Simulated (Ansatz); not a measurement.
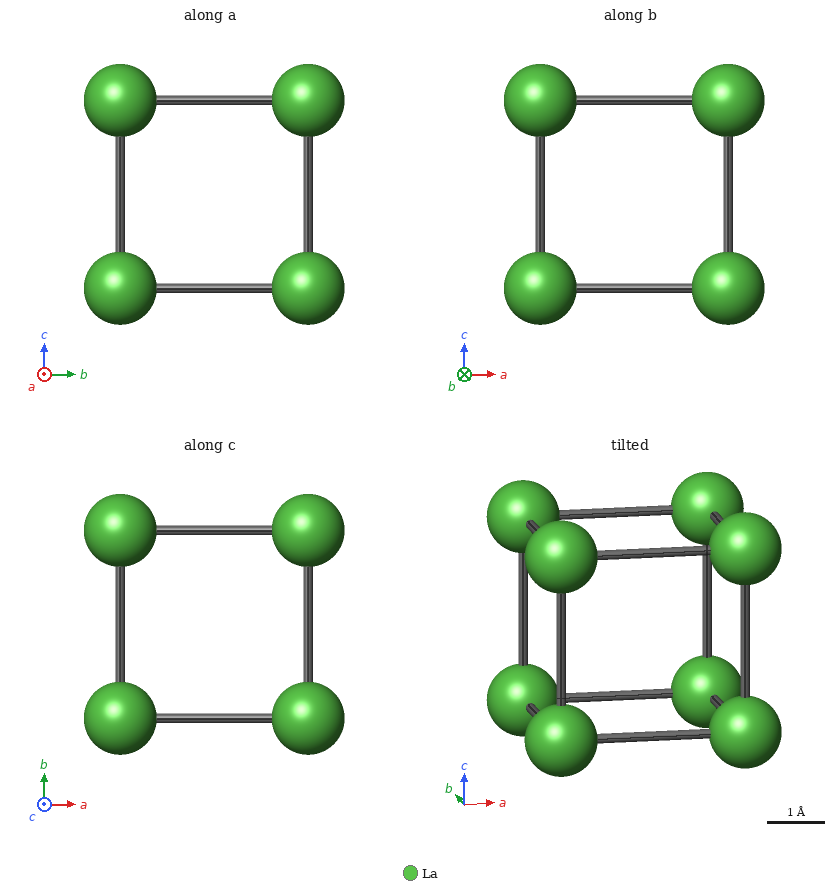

The crystal in a ball-and-stick representation, seen along the a axis, along the b axis, along the c axis and slightly off an axis. Atoms at the boundary of the conventional unit cell (the box) are drawn once for each face, edge or corner they touch.

Lattice parameters: a = 3.318 Å, b = 3.318 Å, c = 3.318 Å, α = 90.00°, β = 90.00°, γ = 90.00°. Put a along x and b in the xy plane.

Write down what is shown as a POSCAR file.

```
La
1.0
     3.318    0.000    0.000
     0.000    3.318    0.000
     0.000    0.000    3.318
La
1
Direct
  0.0000 0.0000 0.0000
```

The initial geometry was a structure type filled with this element by a generator (whether the element takes this form wasn't checked). Earlier steps of the study, as a rule a relaxation of our own, may have changed the cell and positions, so they can lie some per cent off the listed ones. Ansatz was used for an electronic-structure calculation on it.
